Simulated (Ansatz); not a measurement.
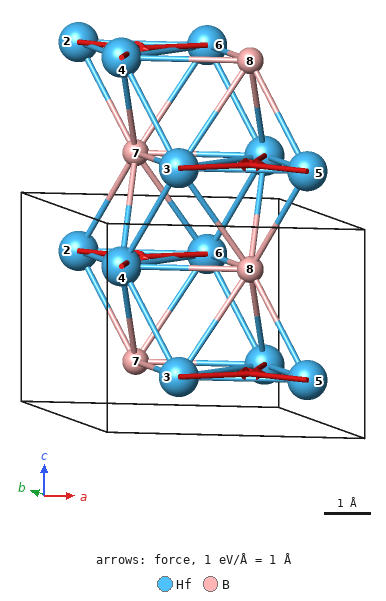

Starting geometry of a crystal of Hf3B (built on the Ni3Sn (D0_19)_194 type) (coarse preliminary run) with the computed forces as red arrows. A ball-and-stick model of the cell of the calculation, repeated 1 × 1 × 2 with one cell outlined, seen slightly off an axis.

Case: Ni3Sn (D0_19) type (P6_3/mmc, No. 194).

Theory: DFT PBE, scalar-relativistic, plane waves, PAW in Ansatz. Settings: plane-wave cutoff 420 eV; k-point mesh 6 × 6 × 4; occupations gaussian; smearing width 0.1 eV; no spin polarisation; cell and atoms relaxed; force threshold 0.04 eV/Å; at most 70 steps.

**Is this structure relaxed? If not, where do the atoms go?**

It isn't relaxed: the largest force vector, on Hf atoms, is 2.04 eV/Å. The atoms end up moving mostly along the starting forces (cosine between the two patterns 1.00). The largest moves relative to the cell, 0.066 Å, are those of Hf atoms. B stays in place. The volume changes by +6.7 %, with a = b 5.751 → 5.872 Å (+2.1 %), c 4.616 → 4.722 Å (+2.3 %). Some distances before and after: Hf–Hf 2.881 → 3.057 Å, Hf–Hf 2.845 → 2.948 Å, B–Hf 2.875 → 2.937 Å, Hf–Hf 2.870 → 2.815 Å. The space group stays P6_3/mmc (No. 194). Over 3 accepted moves (5 points after the start) the energy falls by 81.4 meV per atom. Largest force component: 2 eV/Å at the start, 0.0042 eV/Å at the end. The pressure goes from 10.47 to −0.02 GPa. The line search rejected the trial step at point 1 of the run. At 1 point the geometry stayed and the basis and grid were re-selected for the new cell (energy shift of 0.6 meV per atom at most each time).
